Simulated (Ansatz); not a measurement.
## Single-point calculation of Mg₃O₂

- system: Mg₃O₂ (R-3c, 10 atoms in the cell)
- method: DFT PBE, scalar-relativistic, plane waves, PAW, no spin polarisation (Ansatz 0.2.0)

The structure was made by swapping elements on the sites of another compound; it need not be a known phase. It belongs to a series of runs on one base structure; here: anti-corundum type (R-3c, No. 167). Figures and captions count atoms from 1; the log counts them from 0 in places.

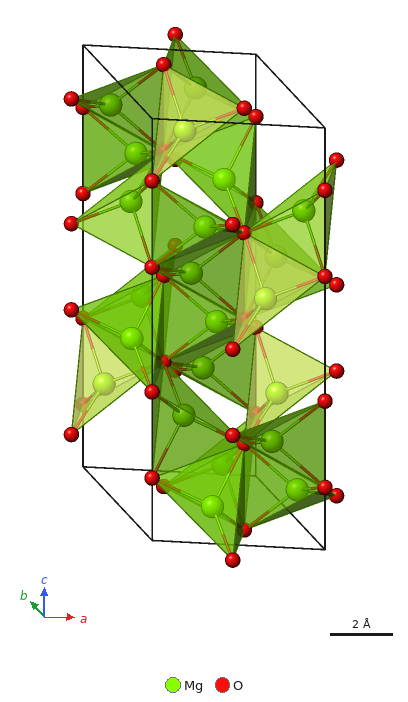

The structure (polyhedral view of the cell 3 times as large as that of the calculation, set on its symmetry axes, seen at an oblique angle; polyhedra are completed across the faces of the cell).

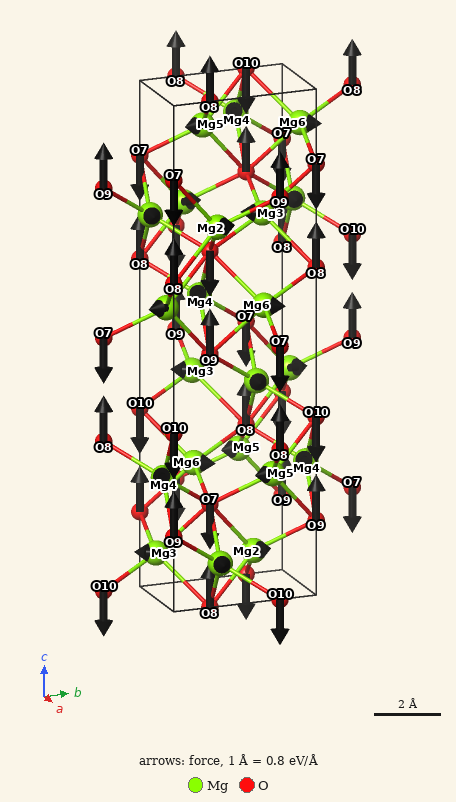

Forces on the atoms as black arrows (ball-and-stick view of the cell 3 times as large as that of the calculation, set on its symmetry axes, seen slightly off an axis; bonded neighbours outside the cell are drawn too; atoms are numbered from 1 in the order of the input). The largest act on all 4 O atoms (1.13 eV/Å); all 6 Mg atoms (0.57 eV/Å). The geometry is not a stationary point of this energy.

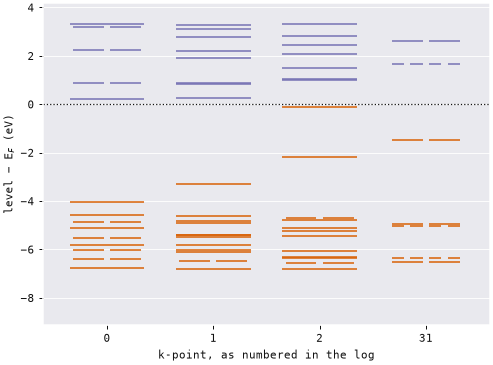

Kohn–Sham levels near the Fermi level (dotted) at the few k-points that the log prints; levels within 0.02 eV of each other stand side by side. The system is metallic on the full mesh.

The input that produced these results follows, with the program's output.

### Input
```yaml
crystal:
  lattice:
    - [2.8415886566, 1.6405919758, 5.1721180781]
    - [-2.8415886566, 1.6405919758, 5.1721180781]
    - [0.0, -3.2811839517, 5.1721180781]
  atoms:
    - { symbol: Mg, position: [0.05625, 0.44375, 0.75] }
    - { symbol: Mg, position: [0.75, 0.05625, 0.44375] }
    - { symbol: Mg, position: [0.44375, 0.75, 0.05625] }
    - { symbol: Mg, position: [0.94375, 0.55625, 0.25] }
    - { symbol: Mg, position: [0.25, 0.94375, 0.55625] }
    - { symbol: Mg, position: [0.55625, 0.25, 0.94375] }
    - { symbol: O, position: [0.85218, 0.85218, 0.85218] }
    - { symbol: O, position: [0.64782, 0.64782, 0.64782] }
    - { symbol: O, position: [0.14782, 0.14782, 0.14782] }
    - { symbol: O, position: [0.35218, 0.35218, 0.35218] }
basis:
  ecutwfc: 420
kpoints:
  mp_grid: { grid: [6, 6, 6] }
hamiltonian:
  xc: pbe
scf:
  occupations: { method: gaussian, width: 0.1 }
  lower_state_search: "off"
output:
  forces: true
  stress: true
  eigenvalues: true
```

Launched with:
```bash
ansatz run input.yaml --threads 1 --pin off --max-ram 2560MiB --backend cpu --events-out ev --progress --plain --runs-dir out
```

### Output
```
Engine: ansatz 0.2.0, x86_64-unknown-linux-gnu
Pseudopotentials: kind: paw
Pseudopotential: Mg, paw, valence charge 10, recommended cutoff 420 eV (normal), Mg.paw.azcp
Pseudopotential: O, paw, valence charge 6, recommended cutoff 420 eV (normal), O.paw.azcp
Functional definition: PBE
  parameter kappa = 0.804
  parameter beta = 0.06672455060314922
  exchange = pbe_x(kappa = kappa, mu = beta*pi^2/3)
  correlation = pbe_c(beta = beta)
Crystal: 10 atoms, lattice volume = 144.671 Å³
Basis set: ecut = 420 eV, 2849 PW (Γ), exchange–correlation on 90×90×90 points (8 copies of the dense FFT grid, shifted against one another)
Bands: 52, of which v1, the nominal top of the filled ones, is band 42 counted from 1 (41 counted from 0)
Symmetry: 12 space group operations
Space group: R-3c (ITA 167), of the structure as read, at distance tolerance 5.2e-5 Å
k-points: 32 of 216
Non-local potential: Mg, projectors of the file, l = 0: 3, l = 1: 2, l = 2: 1
Non-local potential: O, projectors of the file, l = 0: 2, l = 1: 2, l = 2: 1
PAW form: soft (Blöchl's): semilocal exchange-correlation on the pseudo side does not see the compensation charge
PAW one-centre angular grid: Mg, 110 points (default); XC on 64 Gauss nodes
PAW one-centre angular grid: O, 110 points (default); XC on 64 Gauss nodes
Initial density: superposition of atomic densities (neutral atoms: chi_scale 0, normalization atom), corrected by the library's trained network
Initial wavefunctions: pseudopotential atomic-orbital guess
Functional: x = pbe(κ = 0.804, μ = 0.2195149727645171), c = pbe(β = 0.06672455060314922)
SCF iter   1: F=—  HF=-13818.150743 eV  |F-HF|=—  |Δ(HF+E_count)|=         —  Δρ=3.60e-3  dr2=1.86e-2  ethr=1.77e-3  ⟨swp⟩=8.2  Hψ=7520  notcnv=0  defer=4
preconditioner: auto → Kerker (q_TF=auto, 2.492 Å⁻¹)  [metal: Δε(μ)=0.009 eV  Ē_g=8.044 eV  σ=0.100 eV  W_gap=0.05  n_scr=34 (ndim 8)  ℏωp=16.3 eV  f_vac=0.000  D(μ)=2.47/eV (n_scr^D=14)]
SCF iter   2: F=—  HF=-13818.149223 eV  |F-HF|=—  |Δ(HF+E_count)|=   1.52e-3  Δρ=1.97e-3  dr2=8.20e-3  ethr=2.21e-5  ⟨swp⟩=1.1  Hψ=1924  notcnv=0  defer=6
SCF iter   3: F=—  HF=-13818.148181 eV  |F-HF|=—  |Δ(HF+E_count)|=   1.04e-3  Δρ=4.96e-4  dr2=7.83e-4  ethr=9.76e-6  ⟨swp⟩=2.0  Hψ=1999  notcnv=0  defer=6
SCF iter   4: F=—  HF=-13818.147957 eV  |F-HF|=—  |Δ(HF+E_count)|=   2.24e-4  Δρ=1.10e-4  dr2=1.18e-5  ethr=9.32e-7  ⟨swp⟩=2.0  Hψ=2018  notcnv=0  defer=6
SCF iter   5: F=—  HF=-13818.148070 eV  |F-HF|=—  |Δ(HF+E_count)|=   1.13e-4  Δρ=3.67e-5  dr2=2.12e-6  ethr=1.40e-8  ⟨swp⟩=2.0  Hψ=2795  notcnv=0  defer=6
SCF iter   6: F=—  HF=-13818.148070 eV  |F-HF|=—  |Δ(HF+E_count)|=   1.39e-8  Δρ=1.05e-5  dr2=3.56e-7  ethr=2.53e-9  ⟨swp⟩=3.0  Hψ=2978  notcnv=0  defer=6
SCF iter   7: F=-13818.148070 eV  HF=-13818.148070 eV  |F-HF|=5.66e-10  |Δ(HF+E_count)|=   6.80e-8  Δρ=2.72e-6  dr2=1.16e-8  ethr=1.19e-10  ⟨swp⟩=9.1  Hψ=6557  notcnv=0
SCF 1 converged in 7 iterations: F = -13818.148070 eV  dr2 = 1.16e-8
  greatest PAW one-centre occupation: 1.000 electrons in one spin orbital (limit 2), on the Mg atom at site 5 (counted from 0), in its partial waves of l = 0
SCF converged after 7 iterations
Free energy (F): -13818.148070 eV
Harris-Foulkes:  -13818.148070 eV  (|F-HF|=5.66e-10)
Internal energy: -13818.135119 eV  (E = F + TS)
E sigma→0 (E₀):  -13818.141594 eV
Entropy (-TS):   -0.012951 eV (-1.295 meV/atom)
Fermi energy:    8.211078 eV
--- Per-component energies (eV) ---
  E_band       = -2109.676186
  E_kinetic    = 1151.325997
  E_local      = -10677.824039  (includes V_loc(G=0)·N_el)
  E_nonlocal   = 762.261022
  E_hartree    = 3784.589529
  E_xc         = -470.368112
  E_vxc        = -602.685725  (∫ρ·V_xc dr)
  E_paw        = -2385.832263  (= ΣΔE_a)
  E_vpaw       = -311.943495  (= ΣTr[D̂ρ^β])
  E_aug_tail   = 0.009422  (compensation charges beyond the density's cutoff)
  E_ewald      = -5982.296675
  E_smearing   = -0.012951  (= −TS)
  E_closure    = -0.000000  (closes the sum)
  Σ components = -13818.148070   (vs F -13818.148070, Δ=0.00e0)
--- Forces (eV/Å), atoms counted from 1 ---
  atom   1  Mg     0.56590068     0.00000000     0.00000000
  atom   2  Mg    -0.28295034     0.49008436     0.00000000
  atom   3  Mg    -0.28295034    -0.49008436    -0.00000000
  atom   4  Mg    -0.56590068     0.00000000     0.00000000
  atom   5  Mg     0.28295034    -0.49008436    -0.00000000
  atom   6  Mg     0.28295034     0.49008436     0.00000000
  atom   7  O     -0.00000000     0.00000000    -1.12597869
  atom   8  O      0.00000000    -0.00000000     1.12597869
  atom   9  O     -0.00000000    -0.00000000     1.12597869
  atom  10  O     -0.00000000     0.00000000    -1.12597869
  max |Σ_I F_I| component: 4.44e-16 eV/Å
--- Stress (GPa, compression-positive) ---
       -7.986791      -0.000000       0.000000
        0.000000      -7.986791      -0.000000
        0.000000      -0.000000      -4.017701
  P = ⅓ Tr σ = -6.6638 GPa (-66.638 kbar)
--- Band table (eV; the first three rows and the last of 32) ---
  k-point 0: bands = ["-68.8667", "-68.8640", "-68.8635", "-68.8635", "-68.8629", "-68.8629", "-35.6488", "-35.6463", "-35.6463", "-35.6362", "-35.6362", "-35.6349", "-35.6347", "-35.6283", "-35.6183", "-35.6183", "-35.6108", "-35.6092", "-35.6092", "-35.6016", "-35.6016", "-35.5895", "-35.5895", "-35.5888", "-11.5591", "-11.1668", "-11.1155", "-10.9750", "1.4274", "1.8061", "1.8061", "2.1896", "2.1896", "2.3834", "2.6608", "2.6608", "3.0824", "3.3516", "3.3516", "3.6109", "4.1706", "8.4049", "9.0651", "9.0651", "10.4546", "10.4546", "11.3863", "11.3863", "11.5335", "13.3858", "13.4131", "13.8052"]
  k-point 1: bands = ["-68.8665", "-68.8641", "-68.8635", "-68.8634", "-68.8630", "-68.8629", "-35.6487", "-35.6465", "-35.6453", "-35.6369", "-35.6364", "-35.6353", "-35.6345", "-35.6278", "-35.6175", "-35.6167", "-35.6111", "-35.6099", "-35.6083", "-35.6022", "-35.6021", "-35.5909", "-35.5894", "-35.5888", "-11.5248", "-11.1673", "-11.1318", "-10.9936", "1.4030", "1.7188", "1.7338", "2.0829", "2.2039", "2.3805", "2.7236", "2.7874", "2.8215", "3.3066", "3.3887", "3.5739", "4.9297", "8.4619", "9.0494", "9.1029", "10.0977", "10.4132", "10.9996", "11.3234", "11.4922", "13.4009", "13.8380", "14.0665"]
  k-point 2: bands = ["-68.8660", "-68.8646", "-68.8634", "-68.8633", "-68.8631", "-68.8630", "-35.6481", "-35.6467", "-35.6431", "-35.6382", "-35.6371", "-35.6371", "-35.6328", "-35.6277", "-35.6158", "-35.6139", "-35.6121", "-35.6112", "-35.6063", "-35.6035", "-35.6024", "-35.5946", "-35.5892", "-35.5888", "-11.4340", "-11.2151", "-11.1308", "-11.0400", "1.4003", "1.6598", "1.6640", "1.8732", "1.9069", "2.1485", "2.7586", "2.9628", "3.1098", "3.4126", "3.4989", "3.5132", "6.0399", "8.1036", "9.2225", "9.2494", "9.6998", "10.2966", "10.6533", "11.0125", "11.5195", "12.8619", "13.4437", "14.3633"]
  k-point 31: bands = ["-68.8654", "-68.8654", "-68.8632", "-68.8632", "-68.8632", "-68.8632", "-35.6414", "-35.6414", "-35.6414", "-35.6414", "-35.6414", "-35.6414", "-35.6311", "-35.6311", "-35.6126", "-35.6126", "-35.6126", "-35.6126", "-35.6006", "-35.6006", "-35.5965", "-35.5965", "-35.5965", "-35.5965", "-11.3622", "-11.3622", "-11.0493", "-11.0493", "1.6682", "1.6682", "1.8416", "1.8416", "1.8416", "1.8416", "3.1729", "3.1729", "3.1729", "3.1729", "3.2425", "3.2425", "6.7403", "6.7403", "9.8772", "9.8772", "9.8772", "9.8772", "10.8020", "10.8020", "12.4341", "12.4341", "12.4341", "12.4341"]
```

### Key numbers

| quantity | value |
| --- | --- |
| outcome | converged |
| space group (tolerance 0.01 Å) | R-3c (167) |
| electrons treated | 84 |
| free energy | −13818.1481 eV |
| Fermi energy | 8.211 eV |
| gap on the k-point mesh | none (metallic) |
| pressure | −6.66 GPa |
| largest force (length of the vector) | 1.126 eV/Å |
| hardware | 1 thread of Intel Xeon @ 2.50GHz (Skylake/Cascade Lake), 192 GiB of memory available, shared host |
| wall time | 12 s |
| peak memory | 0.55 GiB |

### Notes

The cell is under a tension of 6.7 GPa at this level, so it is not at its equilibrium volume.
